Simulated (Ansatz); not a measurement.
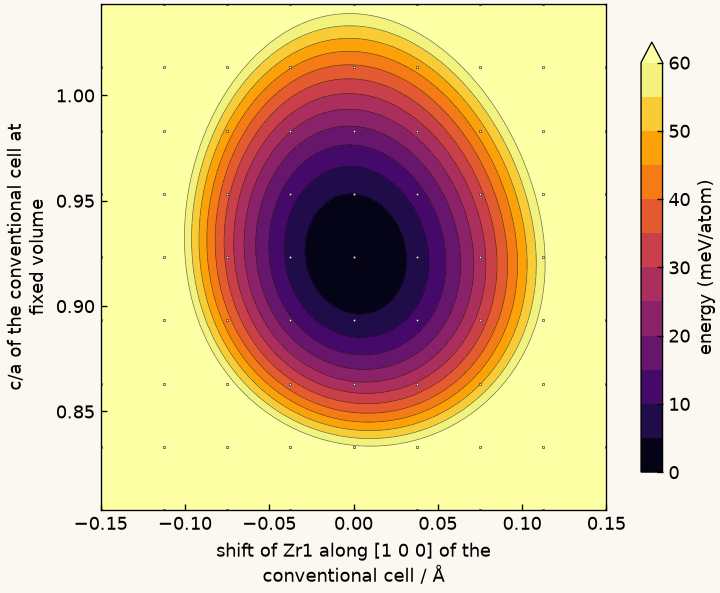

Zr3O (P6_322, No. 182; 8 atoms in the cell). 
- The energy is mapped over a free internal coordinate and the cell.
- The first coordinate is: shift of Zr1 along [1 0 0] of the conventional cell, Cartesian (1 0 0), its symmetry partners moved as symmetry demands (measured in the relaxed cell); the second: c/a of the conventional cell at fixed volume.
- Nothing is relaxed (all other coordinates fixed).
- The grid has 9 × 9 points.
- Points are written as (first, second).
- All energies are given in meV/atom relative to the lowest grid point.
- All numbers below come from DFT PBEsol, scalar-relativistic, plane waves, PAW (Ansatz). Settings: cutoff 520 eV, k-mesh 9×9×8 in the order of the run's cell vectors, gaussian smearing 0.15 eV, no spin polarisation.

Drawn: filled contours, dots at the grid points, one colour for all values above the top of the scale. Between grid points the surface is interpolated.

Where is the minimum, and how stiff is the well along each coordinate?

Answer. The interpolated minimum is at the first coordinate ≈ 0.000 Å, the second coordinate ≈ 0.923. The curvatures there are about 89 eV/Å² and 98 eV, with a cross term of about 8 eV/Å (per cell of 8 atoms). Round the minimum the two coordinates are weakly coupled (coupling 0.08 in units of the two stiffnesses).

PAW datasets: the set soft_1.
